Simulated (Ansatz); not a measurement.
# Sr3AlN3 (P6_3/m): the gap up the ladder of methods

What gap does each level of theory give for Sr3AlN3 (P6_3/m), and in what time?

Calculated with Ansatz 0.2.0; density functionals, hybrids and G0W0, plane waves, PAW.

## (1) The structure

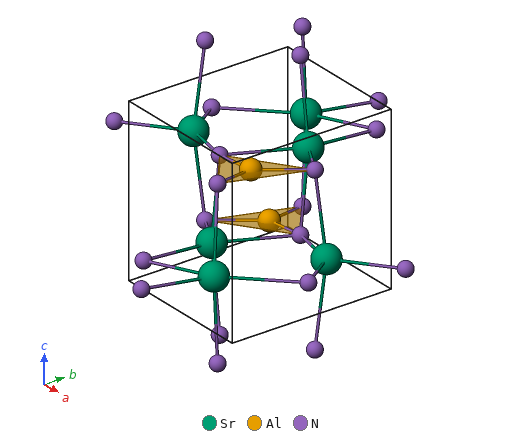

The starting structure, seen slightly off an axis (strontium teal, aluminium orange, nitrogen purple). Some periodic images of atoms are drawn too.

The cell and positions are those that the Materials Project relaxed with its own functionals (PBE, PBE+U or r2SCAN), kept fixed.

The logs state that the PAW files were generated under PBE.

## (2) LDA on the 6×6×4 mesh

This step: DFT, LDA, plane waves, PAW; PAW set soft_1.

input.yaml

```yaml
crystal:
  lattice:
    - [7.6614142586, 0.0, 0.0]
    - [-3.8307071293, 6.6349793769, 0.0]
    - [0.0, 0.0, 5.395857]
  atoms:
    - { symbol: Sr, position: [0.927824, 0.640649, 0.25] }
    - { symbol: Sr, position: [0.712825, 0.072176, 0.25] }
    - { symbol: Sr, position: [0.359351, 0.287175, 0.25] }
    - { symbol: Sr, position: [0.072176, 0.359351, 0.75] }
    - { symbol: Sr, position: [0.287175, 0.927824, 0.75] }
    - { symbol: Sr, position: [0.640649, 0.712825, 0.75] }
    - { symbol: Al, position: [0.66666667, 0.33333333, 0.75] }
    - { symbol: Al, position: [0.33333333, 0.66666667, 0.25] }
    - { symbol: "N", position: [0.893933, 0.589504, 0.75] }
    - { symbol: "N", position: [0.695571, 0.106067, 0.75] }
    - { symbol: "N", position: [0.410496, 0.304429, 0.75] }
    - { symbol: "N", position: [0.106067, 0.410496, 0.25] }
    - { symbol: "N", position: [0.304429, 0.893933, 0.25] }
    - { symbol: "N", position: [0.589504, 0.695571, 0.25] }
kpoints:
  mp_grid: { grid: [6, 6, 4] }
  band_path:
    path:
      - [0.0, 0.0, 0.0]
      - [0.5, 0.0, 0.0]
      - [0.33333333, 0.33333333, 0.0]
      - [0.0, 0.0, 0.5]
      - [0.5, 0.0, 0.5]
      - [0.33333333, 0.33333333, 0.5]
    npoints: 1
hamiltonian:
  xc: lda
  pseudopotentials: { kind: paw, azcp: { folder: soft_1 }, xc_functional: pbe }
scf:
  occupations: { method: fixed }
  n_extra_bands: 8
output:
  eigenvalues: true
  forces: true
  stress: true
```

Command:

```
$ ansatz run input.yaml --threads 2 --pin off --max-ram 92160MiB --backend cuda --events-out ev --progress --plain --runs-dir out --devices 1 --max-vram 13GiB
```

Numbers of over 12 decimals in the logs are rounded to 6 here.

The program printed:

```text
scf.n_extra_bands = 8 over 48 filled bands (N_el = 96.0): the run solves 56 bands
GPUs: using 1 of 1 available (devices: 1).
Engine: ansatz 0.2.0, x86_64-unknown-linux-gnu
Pseudopotentials: kind: paw
Pseudopotential: Sr, paw, valence charge 10, recommended cutoff 420 eV (normal), soft_1/Sr.paw.azcp
Pseudopotential: Al, paw, valence charge 3, recommended cutoff 420 eV (normal), soft_1/Al.paw.azcp
Pseudopotential: N, paw, valence charge 5, recommended cutoff 420 eV (normal), soft_1/N.paw.azcp
Functional definition: SPW92
  exchange = slater_x
  correlation = pw_c
device memory: the entry about to start is reckoned to put 4.1 GiB on a device that reports 30.4 GiB free (of which the cap on the GPU budget leaves the run 13.0 GiB)
GPU FFT provider: cuFFT
GPU libraries: cuBLAS 13.8.2, cuFFT 12.4.0, cuSOLVER 12.3.4
Crystal: 14 atoms, lattice volume = 274.289 Å³
Basis set: ecut = 420 eV, 5329 PW (Γ)
Bands: 56, of which v1, the nominal top of the filled ones, is band 48 counted from 1 (47 counted from 0)
Symmetry: 12 space group operations
Space group: P63/m (ITA 176), of the structure as read, at distance tolerance 6.5e-5 Å
k-points: 24 of 144
Non-local potential: Sr, projectors of the file, l = 0: 3, l = 1: 2, l = 2: 2
Non-local potential: Al, projectors of the file, l = 0: 2, l = 1: 2, l = 2: 1
Non-local potential: N, projectors of the file, l = 0: 2, l = 1: 2, l = 2: 1
PAW form: soft (Blöchl's): semilocal exchange-correlation on the pseudo side does not see the compensation charge
PAW frozen core: Sr, regenerated for the run's functional, and the local potential with it (the file was generated under x = pbe(κ = 0.804, μ = 0.219515), c = pbe(β = 0.066725))
PAW frozen core: Al, regenerated for the run's functional, and the local potential with it (the file was generated under x = pbe(κ = 0.804, μ = 0.219515), c = pbe(β = 0.066725))
PAW frozen core: N, regenerated for the run's functional, and the local potential with it (the file was generated under x = pbe(κ = 0.804, μ = 0.219515), c = pbe(β = 0.066725))
PAW one-centre angular grid: Sr, 110 points (default); XC on 64 Gauss nodes
PAW one-centre angular grid: Al, 110 points (default); XC on 64 Gauss nodes
PAW one-centre angular grid: N, 110 points (default); XC on 64 Gauss nodes
Initial density: superposition of atomic densities (chi_scale 0.1, normalization cell, long waves kept (reshape's long-wave potential 0.09 eV rms))
Initial wavefunctions: pseudopotential atomic-orbital guess
GPU buffer pool allocated for 116640 grid points (all kernels)
GPU transforms: local potential and band sums: pruned to the plane-wave sphere, on 54×54×40
Functional: x = slater, c = lda
SCF iter   1: F=—  HF=-23950.880039 eV  |F-HF|=—  |Δ(HF+E_count)|=         —  Δρ=4.04e-2  dr2=8.32e0  ethr=3.10e-3  ⟨swp⟩=6.2  Hψ=5478  notcnv=0  defer=128
preconditioner: auto → Resta (q_TF=auto, 2.290 Å⁻¹)  ε∞=3.6  [insulator: Δε(μ)=1.313 eV  Ē_g=12.766 eV  n_scr=56 (ndim 8)  ℏωp=20.5 eV  f_vac=0.000  ε∞_Penn≈3.6]
SCF iter   2: F=—  HF=-23948.797314 eV  |F-HF|=—  |Δ(HF+E_count)|=    2.08e0  Δρ=2.71e-2  dr2=2.42e0  ethr=3.10e-3  ⟨swp⟩=3.2  Hψ=2344  notcnv=0  defer=127
SCF iter   3: F=—  HF=-23948.212737 eV  |F-HF|=—  |Δ(HF+E_count)|=   5.85e-1  Δρ=1.85e-2  dr2=1.52e0  ethr=2.52e-3  ⟨swp⟩=3.0  Hψ=2024  notcnv=0  defer=122
SCF iter   4: F=—  HF=-23947.906364 eV  |F-HF|=—  |Δ(HF+E_count)|=   3.06e-1  Δρ=3.43e-3  dr2=3.68e-2  ethr=1.58e-3  ⟨swp⟩=2.5  Hψ=1873  notcnv=0  defer=135
SCF iter   5: F=—  HF=-23947.908141 eV  |F-HF|=—  |Δ(HF+E_count)|=   1.78e-3  Δρ=6.44e-4  dr2=2.37e-3  ethr=3.83e-5  ⟨swp⟩=4.0  Hψ=2821  notcnv=0  defer=142
SCF iter   6: F=—  HF=-23947.907912 eV  |F-HF|=—  |Δ(HF+E_count)|=   2.29e-4  Δρ=1.95e-4  dr2=2.61e-4  ethr=2.46e-6  ⟨swp⟩=2.0  Hψ=2226  notcnv=0  defer=142
SCF iter   7: F=—  HF=-23947.907988 eV  |F-HF|=—  |Δ(HF+E_count)|=   7.65e-5  Δρ=5.18e-5  dr2=7.88e-6  ethr=2.72e-7  ⟨swp⟩=2.0  Hψ=1708  notcnv=0  defer=141
SCF iter   8: F=—  HF=-23947.907923 eV  |F-HF|=—  |Δ(HF+E_count)|=   6.48e-5  Δρ=1.25e-5  dr2=8.11e-7  ethr=8.20e-9  ⟨swp⟩=2.0  Hψ=2290  notcnv=0  defer=134
SCF iter   9: F=-23947.907924 eV  HF=-23947.907924 eV  |F-HF|=8.34e-9  |Δ(HF+E_count)|=   1.62e-7  Δρ=2.92e-6  dr2=2.84e-8  ethr=1.04e-10  ⟨swp⟩=22.1  Hψ=9864  notcnv=0
SCF 1 converged in 9 iterations: F = -23947.907924 eV  dr2 = 2.84e-8
[...]
device memory: the entry about to start is reckoned to put 2.6 GiB on a device that reports 24.9 GiB free (of which the cap on the GPU budget leaves the run 13.0 GiB)
NSCF: frozen V_eff on 6 k-points
SCF converged after 9 iterations
Free energy (F): -23947.907924 eV
Harris-Foulkes:  -23947.907924 eV  (|F-HF|=8.34e-9)
Internal energy: -23947.907924 eV  (E = F + TS)
E sigma→0 (E₀):  -23947.907924 eV
Fermi energy:    6.911363 eV
--- Per-component energies (eV) ---
  E_band       = -483.255446
  E_kinetic    = 2205.788526
  E_local      = -5249.431947  (includes V_loc(G=0)·N_el)
  E_nonlocal   = 1663.079868
  E_hartree    = 1370.154989
  E_xc         = -1471.352429
  E_vxc        = -1444.565659  (∫ρ·V_xc dr)
  E_paw        = -17155.221429  (= ΣΔE_a)
  E_vpaw       = -398.445064  (= ΣTr[D̂ρ^β])
  E_aug_tail   = 0.004715  (compensation charges beyond the density's cutoff)
  E_ewald      = -5313.286723
  E_core_change = 2.356507  (= ΣΔE_core)
  E_smearing   = -0.000000  (= −TS)
  E_closure    = -0.000000  (closes the sum)
  Σ components = -23947.907924   (vs F -23947.907924, Δ=0.00e0)
--- Forces (eV/Å), atoms counted from 1 ---
  atom   1  Sr     0.16244215     0.01545664     0.00000000
  atom   2  Sr    -0.06783523    -0.14840735     0.00000000
  atom   3  Sr    -0.09460692     0.13295071     0.00000000
  atom   4  Sr    -0.16244215    -0.01545664     0.00000000
  atom   5  Sr     0.06783523     0.14840735     0.00000000
  atom   6  Sr     0.09460692    -0.13295071     0.00000000
  atom   7  Al     0.00000000     0.00000000     0.00000000
  atom   8  Al     0.00000000    -0.00000000     0.00000000
  atom   9  N     -0.10328331    -0.19252399     0.00000000
  atom  10  N     -0.11508901     0.18570797     0.00000000
  atom  11  N      0.21837232     0.00681602     0.00000000
  atom  12  N      0.10328331     0.19252399     0.00000000
  atom  13  N      0.11508901    -0.18570797     0.00000000
  atom  14  N     -0.21837232    -0.00681602     0.00000000
  max |Σ_I F_I| component: 5.55e-17 eV/Å
--- Stress (GPa, compression-positive) ---
       -5.526437       0.000000       0.000000
       -0.000000      -5.526437       0.000000
        0.000000       0.000000      -5.137961
  P = ⅓ Tr σ = -5.3969 GPa (-53.969 kbar)
--- Band table (eV; the first three rows and the last of 24) ---
  k-point 0: bands = [... 44 lower, 6.6396, 6.8229, 6.8229, 6.9114, 7.3593, 9.1180, 9.1359, 9.5291, ... 4 higher]
  k-point 1: bands = [... 44 lower, 6.5474, 6.5474, 6.6131, 6.7980, 8.0265, 8.9018, 9.2167, 9.5308, ... 4 higher]
  k-point 2: bands = [... 44 lower, 6.4270, 6.4270, 6.6370, 6.6370, 8.7088, 8.7088, 9.2334, 9.2334, ... 4 higher]
  k-point 23: bands = [... 44 lower, 6.3690, 6.3690, 6.3879, 6.3879, 8.8469, 8.8469, 9.4270, 9.4270, ... 4 higher]
```

Wall time 7.6 s (1 × NVIDIA H100 80GB HBM3 (shared by 6 runs) with 2 threads of AMD EPYC 7R13 (Zen 3), shared host); peak memory 0.94 GiB; 8.6 s of CPU time.

The column dr2 measures how far the density is from self-consistency, as an energy; F and HF (Harris–Foulkes) agree once it is small.

This step gave:

- pressure: -5.397 GPa
- gap: 0.4479 eV
- valence top at: Γ
- conduction bottom at: Γ
- least direct gap: 0.4479 eV

Over mesh and listed points the gap is 0.448 eV, direct, at k = Γ. The pressure in this cell is -5 GPa; the cell is kept.

## (3) PBEsol on the 6×6×4 mesh

This step: DFT, PBEsol, plane waves, PAW; PAW set soft_1.

Edit input.yaml of step 2 so:

```diff
@@ -32,3 +32,3 @@
 hamiltonian:
-  xc: lda
+  xc: pbesol
   pseudopotentials: { kind: paw, azcp: { folder: soft_1 }, xc_functional: pbe }
```

The program printed:

```text
[...]
GPUs: using 1 of 1 available (devices: 1).
[...]
GPU FFT provider: cuFFT
GPU libraries: cuBLAS 13.8.2, cuFFT 12.4.0, cuSOLVER 12.3.4
Crystal: 14 atoms, lattice volume = 274.289 Å³
Basis set: ecut = 420 eV, 5329 PW (Γ), exchange–correlation on 108×108×80 points (8 copies of the dense FFT grid, shifted against one another)
Bands: 56, of which v1, the nominal top of the filled ones, is band 48 counted from 1 (47 counted from 0)
Symmetry: 12 space group operations
[...]
k-points: 24 of 144
[...]
GPU buffer pool allocated for 116640 grid points (all kernels)
[...]
SCF iter   1: F=—  HF=-24288.093628 eV  |F-HF|=—  |Δ(HF+E_count)|=         —  Δρ=4.03e-2  dr2=7.96e0  ethr=3.10e-3  ⟨swp⟩=6.2  Hψ=5575  notcnv=0  defer=129
[...]
atom   9  N     -0.01835773    -0.02597864     0.00000000
  atom  10  N     -0.01331930     0.02888758     0.00000000
  atom  11  N      0.03167703    -0.00290894     0.00000000
  atom  12  N      0.01835773     0.02597864     0.00000000
  atom  13  N      0.01331930    -0.02888758     0.00000000
  atom  14  N     -0.03167703     0.00290894     0.00000000
  max |Σ_I F_I| component: 2.08e-17 eV/Å
--- Stress (GPa, compression-positive) ---
       -2.827426       0.000003       0.000000
       -0.000003      -2.827426       0.000000
        0.000000       0.000000      -2.945334
  P = ⅓ Tr σ = -2.8667 GPa (-28.667 kbar)
--- Band table (eV; the first three rows and the last of 24) ---
  k-point 0: bands = [... 44 lower, 6.8333, 7.0180, 7.0180, 7.1076, 7.5594, 9.3413, 9.3619, 9.7300, ... 4 higher]
  k-point 1: bands = [... 44 lower, 6.7450, 6.7450, 6.8077, 6.9950, 8.2330, 9.1189, 9.4226, 9.7625, ... 4 higher]
  k-point 2: bands = [... 44 lower, 6.6266, 6.6266, 6.8334, 6.8334, 8.9268, 8.9268, 9.4404, 9.4404, ... 4 higher]
  k-point 23: bands = [... 44 lower, 6.5675, 6.5675, 6.5872, 6.5872, 9.0616, 9.0616, 9.6417, 9.6417, ... 4 higher]
[key lines of the parts left out:]
SCF converged after 9 iterations
Free energy (F): -24285.567829 eV
Fermi energy:    7.107576 eV
```

The job ended after 13 s (1 × NVIDIA H100 80GB HBM3 (shared by 6 runs) with 2 threads; peak memory 0.97 GiB; 13 s of CPU time).

Numbers from this step:

| Quantity | Value |
| --- | --- |
| pressure | -2.867 GPa |
| gap | 0.4518 eV |
| valence top at | Γ |
| conduction bottom at | Γ |
| least direct gap | 0.4518 eV |

Over mesh and listed points the gap is 0.452 eV, direct, at k = Γ. PBEsol against LDA: 0.452 − 0.448 = +0.004 eV, with the same mesh, files and cutoff, and both edges at the same k points.

## (4) PBE on the 6×6×4 mesh

Levels along a band path and on the mesh show where this functional puts the band edges.

This step: DFT, PBE, plane waves, PAW; PAW set soft_1.

Edit input.yaml of step 3 so:

```diff
@@ -24,14 +24,11 @@
     path:
-      - [0.0, 0.0, 0.0]
-      - [0.5, 0.0, 0.0]
-      - [0.33333333, 0.33333333, 0.0]
-      - [0.0, 0.0, 0.5]
-      - [0.5, 0.0, 0.5]
-      - [0.33333333, 0.33333333, 0.5]
-    npoints: 1
+      - [[0.0, 0.0, 0.0], [0.5, 0.0, 0.0], [0.33333333, 0.33333333, 0.0], [0.0, 0.0, 0.0], [0.0, 0.0, 0.5], [0.5, 0.0, 0.5], [0.33333333, 0.33333333, 0.5], [0.0, 0.0, 0.5]]
+      - [[0.5, 0.0, 0.5], [0.5, 0.0, 0.0]]
+      - [[0.33333333, 0.33333333, 0.5], [0.33333333, 0.33333333, 0.0]]
+    npoints: 10
 hamiltonian:
-  xc: pbesol
-  pseudopotentials: { kind: paw, azcp: { folder: soft_1 }, xc_functional: pbe }
+  xc: pbe
+  pseudopotentials: { kind: paw, azcp: { folder: soft_1 } }
 scf:
-  occupations: { method: fixed }
+  occupations: { method: fermi_dirac, width: 0.02 }
   n_extra_bands: 8
@@ -41 +38,5 @@
   stress: true
+  write_density: true
+  write_potential: true
+  elf: true
+  volumetric_format: npy
```

The program printed:

```text
[...]
GPUs: using 1 of 1 available (devices: 1).
[...]
GPU FFT provider: cuFFT
GPU libraries: cuBLAS 13.8.2, cuFFT 12.4.0, cuSOLVER 12.3.4
Crystal: 14 atoms, lattice volume = 274.289 Å³
Basis set: ecut = 420 eV, 5329 PW (Γ), exchange–correlation on 108×108×80 points (8 copies of the dense FFT grid, shifted against one another)
[...]
k-point 0: bands = [... 44 lower, 6.9893, 7.1723, 7.1723, 7.2584, 7.7559, 9.5304, 9.5571, 9.9290, ... 4 higher]
  k-point 1: bands = [... 44 lower, 6.8990, 6.8990, 6.9645, 7.1488, 8.4199, 9.3079, 9.6158, 9.9549, ... 4 higher]
  k-point 2: bands = [... 44 lower, 6.7812, 6.7812, 6.9905, 6.9905, 9.1099, 9.1099, 9.6344, 9.6344, ... 4 higher]
  k-point 23: bands = [... 44 lower, 6.7280, 6.7280, 6.7434, 6.7434, 9.2459, 9.2459, 9.8329, 9.8329, ... 4 higher]
[key lines of the parts left out:]
SCF converged after 9 iterations
Free energy (F): -24655.482901 eV
Fermi energy:    7.524777 eV
P = ⅓ Tr σ = -0.2847 GPa (-2.847 kbar)
```

Elapsed: 9.8 s, on 1 × NVIDIA H100 80GB HBM3 (shared by 6 runs) with 2 threads; peak memory 1.1 GiB.

This step gave:

```
pressure             : -0.2847 GPa
gap                  : 0.4975 eV
valence top at       : Γ
conduction bottom at : Γ
least direct gap     : 0.4975 eV
```

Over mesh and path the gap is 0.498 eV, direct, at k = Γ. PBE against PBEsol: 0.498 − 0.452 = +0.046 eV, with the same mesh, files and cutoff, and both edges at the same k points.

## (5) PBE+SOC on the 6×6×4 mesh

This run has two-component orbitals with spin-orbit coupling.

This step: DFT, PBE with spin-orbit coupling, plane waves, PAW; PAW set soft_1.

Edit input.yaml of step 4 so:

```diff
@@ -24,12 +24,18 @@
     path:
-      - [[0.0, 0.0, 0.0], [0.5, 0.0, 0.0], [0.33333333, 0.33333333, 0.0], [0.0, 0.0, 0.0], [0.0, 0.0, 0.5], [0.5, 0.0, 0.5], [0.33333333, 0.33333333, 0.5], [0.0, 0.0, 0.5]]
-      - [[0.5, 0.0, 0.5], [0.5, 0.0, 0.0]]
-      - [[0.33333333, 0.33333333, 0.5], [0.33333333, 0.33333333, 0.0]]
-    npoints: 10
+      - [0.0, 0.0, 0.0]
+      - [0.5, 0.0, 0.0]
+      - [0.33333333, 0.33333333, 0.0]
+      - [0.0, 0.0, 0.5]
+      - [0.5, 0.0, 0.5]
+      - [0.33333333, 0.33333333, 0.5]
+    npoints: 1
 hamiltonian:
   xc: pbe
-  pseudopotentials: { kind: paw, azcp: { folder: soft_1 } }
+  pseudopotentials: { kind: paw_fr, azcp: { folder: soft_1 } }
 scf:
   occupations: { method: fermi_dirac, width: 0.02 }
-  n_extra_bands: 8
+  n_extra_bands: 16
+magnetization:
+  noncollinear: true
+  spin_orbit: true
 output:
@@ -38,5 +44 @@
   stress: true
-  write_density: true
-  write_potential: true
-  elf: true
-  volumetric_format: npy
```

The program printed:

```text
[...]
GPUs: using 1 of 1 available (devices: 1).
[...]
non-collinear run that drives no moment, with spin-orbit: no starting moment large enough to seed its density (crystal.atoms[].spin), no starting occupations that ask for one, no magnetisation constraint and no magnetic field, so the semilocal B_xc is pinned to zero
[...]
k-point 0: bands = [... 92 lower, 7.1677, 7.1677, 7.2568, 7.2568, 7.7514, 7.7514, 9.5253, 9.5253, ... 12 higher]
  k-point 1: bands = [... 92 lower, 6.9598, 6.9598, 7.1439, 7.1439, 8.4149, 8.4149, 9.3025, 9.3025, ... 12 higher]
  k-point 2: bands = [... 92 lower, 6.9852, 6.9852, 6.9852, 6.9852, 9.1045, 9.1045, 9.1045, 9.1045, ... 12 higher]
  k-point 23: bands = [... 92 lower, 6.7357, 6.7357, 6.7405, 6.7405, 9.2348, 9.2348, 9.2462, 9.2462, ... 12 higher]
[key lines of the parts left out:]
SCF converged after 9 iterations
Magnetization: |M| = 0.0000 μB,  M = (+0.0000, +0.0000, +0.0000) μB
Free energy (F): -24659.159123 eV
Fermi energy:    7.521043 eV
P = ⅓ Tr σ = -0.2886 GPa (-2.886 kbar)
```

The job ended after 11 s (1 × NVIDIA H100 80GB HBM3 (shared by 6 runs) with 2 threads; peak memory 1.1 GiB; 15 s of CPU time).

Numbers from this step:

```
pressure             : -0.2886 GPa
gap                  : 0.4946 eV
valence top at       : Γ
conduction bottom at : Γ
least direct gap     : 0.4946 eV
```

Over mesh and listed points the gap is 0.495 eV, direct, at k = Γ. PBE+SOC against PBE: 0.495 − 0.498 = −0.003 eV, with the same mesh, set of files (read in its fully relativistic form for the spin-orbit run) and cutoff, and both edges at the same k points. The spin-orbit run sees mesh and listed points alone, so its gap is an upper bound: the coupling can move an edge off these points, and the change over the zone, its sign included where it is small, is not known.

## (6) r2SCAN on the 6×6×4 mesh

r2SCAN is a meta-GGA: it depends on the kinetic-energy density as well as on the density and its gradient.

This step: DFT, r2SCAN, plane waves, PAW; PAW set soft_1.

Edit input.yaml of step 5 so:

```diff
@@ -32,10 +32,7 @@
 hamiltonian:
-  xc: pbe
-  pseudopotentials: { kind: paw_fr, azcp: { folder: soft_1 } }
+  xc: r2scan
+  pseudopotentials: { kind: paw, azcp: { folder: soft_1 } }
 scf:
-  occupations: { method: fermi_dirac, width: 0.02 }
-  n_extra_bands: 16
-magnetization:
-  noncollinear: true
-  spin_orbit: true
+  occupations: { method: fixed }
+  n_extra_bands: 8
 output:
```

The program printed:

```text
[...]
GPUs: using 1 of 1 available (devices: 1).
[...]
GPU FFT provider: cuFFT
GPU libraries: cuBLAS 13.8.2, cuFFT 12.4.0, cuSOLVER 12.3.4
Crystal: 14 atoms, lattice volume = 274.289 Å³
Basis set: ecut = 500 eV, 6895 PW (Γ), exchange–correlation on 240×240×160 points (64 copies of the dense FFT grid, shifted against one another)
[...]
k-point 0: bands = [... 44 lower, 6.8257, 7.0201, 7.0201, 7.1003, 7.8994, 9.7003, 9.7199, 10.0699, ... 4 higher]
  k-point 1: bands = [... 44 lower, 6.7358, 6.7358, 6.8018, 6.9919, 8.5418, 9.4507, 9.7586, 10.1425, ... 4 higher]
  k-point 2: bands = [... 44 lower, 6.6151, 6.6151, 6.8313, 6.8313, 9.2632, 9.2632, 9.7498, 9.7498, ... 4 higher]
  k-point 23: bands = [... 44 lower, 6.5683, 6.5683, 6.5794, 6.5794, 9.3927, 9.3927, 9.9503, 9.9503, ... 4 higher]
[key lines of the parts left out:]
SCF converged after 9 iterations
Free energy (F): -24734.132447 eV
Fermi energy:    7.100270 eV
P = ⅓ Tr σ = -1.5756 GPa (-15.756 kbar)
```

It took 14 s on 1 × NVIDIA H100 80GB HBM3 (shared by 6 runs) with 2 threads; peak memory 1.3 GiB.

Numbers from this step:

* pressure: -1.576 GPa
* gap: 0.7992 eV
* valence top at: Γ
* conduction bottom at: Γ
* least direct gap: 0.7992 eV

Over mesh and listed points the gap is 0.799 eV, direct, at k = Γ. r2SCAN against PBE: 0.799 − 0.498 = +0.301 eV. The runs also differ in plane-wave cutoff (420 eV and 500 eV), so how much of this comes from the functional alone is not known.

[end of part 1 of 3]

[Paths, hosts, dates, memory and timing lines, banners, echoed tables and standing remarks are left out of the program output.]

[Logs are printed without paths, hosts, clocks, repeated set-up lines and the standing remarks that a program may print on its own settings, such as how far it seeks lower states.]

[Runs of the session that timed out or met a known fault of the program may be left out.]

[Cells called generated may have been cut or substituted from an entry of the Crystallography Open Database or the Materials Project.]

[Hosts, paths, dates, database ids (printed as entryN), source tags and the programs' standing remarks are cut or masked in the printed files.]

[Where an RPA ε∞ is given, it is that of the G0W0 mesh and is not shown converged in it. Names of k-points follow the symmetry that the program found, which can be lower than the space group named. Band edges on a path are those of the sampled points; other points can move an edge, and change direct to indirect where valleys lie close.]

[Hybrid gaps are those of their k-mesh and are not shown converged in it.]
